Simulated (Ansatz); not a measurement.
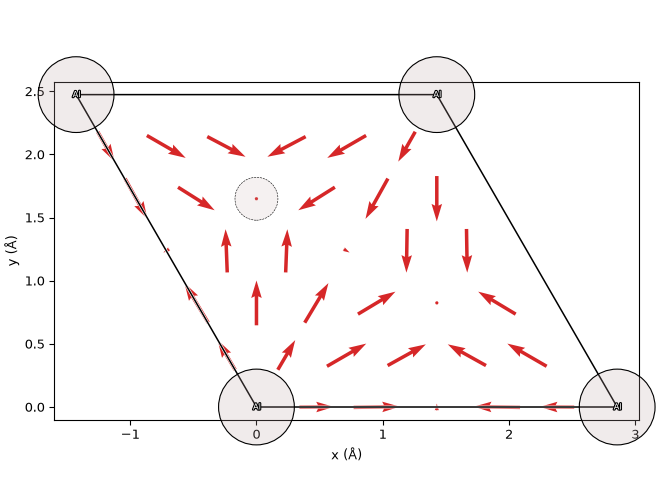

Pt on an Al(111) slab cut from the Fm-3m phase, its upper half relaxed before the scan (12 atoms of substrate and one adsorbate in a 2 × 2 cell). 
- Pt is moved over the surface cell; relaxed at each place: the height of the adsorbate's atoms; substrate rigid; the origin of the map has the adsorbate above Al9.
- Places are given modulo a cell vector. The map is drawn in real space over the plane of the surface.
- The grid has 6 × 6 points; 10 points were computed and 26 follow by symmetry.
- Places are given in fractions of the 1 × 1 surface cell.
- These are results of DFT PBE, scalar-relativistic, plane waves, PAW (Ansatz 0.2.0), not measurements. Settings: cutoff 420 eV, k-mesh 6×6×1, gaussian smearing 0.1 eV, no spin polarisation.

In the figure: arrows along the force (downhill), their lengths compressed, labelled circles for the atoms of the top layer and small ones for the second layer, the outline of one cell of the plane.

The arrows alone are given. Where are the wells?

Answer. The arrows converge at a threefold hollow over a third-layer Al atom, (4/6, 2/6) of the cell vectors; a threefold hollow over a second-layer Al atom, (2/6, 4/6) of the cell vectors (0.038 eV up) (read from the interpolated surface).

The energy map of the same scan:

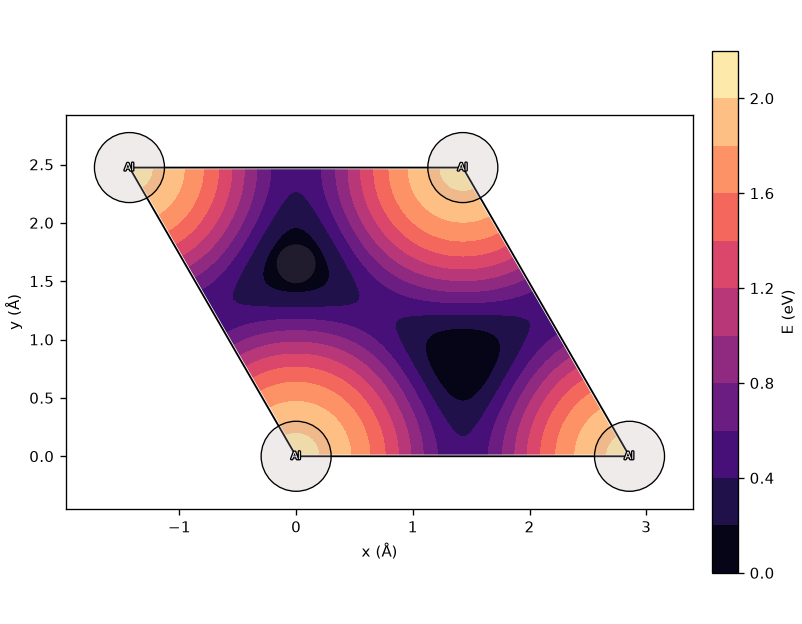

Energies are in eV, from the lowest grid point; between grid points the surface is interpolated.

PAW datasets: the set soft_1.
